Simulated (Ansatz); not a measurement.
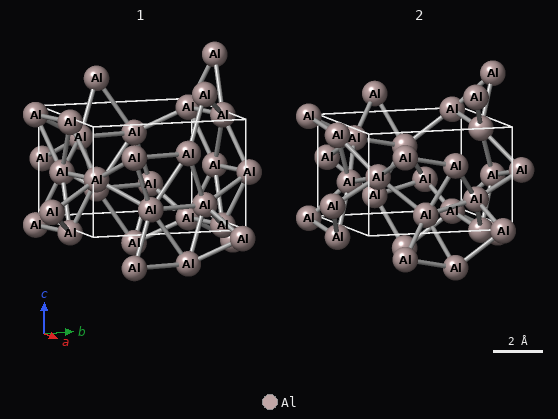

Two geometries of a crystal of Al (a generated structure, set up in P4_3) (coarse preliminary run), drawn at one scale. One is the start of a relaxation, the other its converged end. Style: ball-and-stick. Shown: the cell of the calculation, slightly off an axis.

All numbers below come from DFT PBE, scalar-relativistic, plane waves, PAW (Ansatz 0.2.0). Set-up: plane-wave cutoff 420 eV; k-point mesh 4 × 4 × 4; occupations gaussian; smearing width 0.1 eV; no spin polarisation; cell and atoms relaxed; force threshold 0.04 eV/Å; at most 70 steps.

Which of the two is the end point?

Structure 1 is the relaxed one. After 7 accepted moves (8 points after the start) the energy has fallen by 2.157 eV per cell of the calculation. The largest force component goes from 0.85 to 0.026 eV/Å. The pressure goes from 12.07 to 0.17 GPa. The SCF was repeated once at an unchanged geometry on a basis and grid sized afresh for the cell, which shifted the energy by 27.1 meV per cell of the calculation at most. The largest moves relative to the cell, 0.52 Å, are those of Al atoms. The drawn cell changes as follows: a = b 6.328 → 6.736 Å (+6.4 %), c 4.273 → 4.631 Å (+8.4 %); the volume changes by +22.8 %. Among the contacts that change: Al–Al 3.249 → 2.657 Å, Al–Al 2.520 → 2.813 Å, Al–Al 2.451 → 2.690 Å, Al–Al 2.460 → 2.662 Å. Bond angles that change, for instance: Al–Al–Al 126.1° → 155.7°, Al–Al–Al 108.7° → 134.2°, Al–Al–Al 81.4° → 58.0°. The space group stays P4_3 (No. 78).
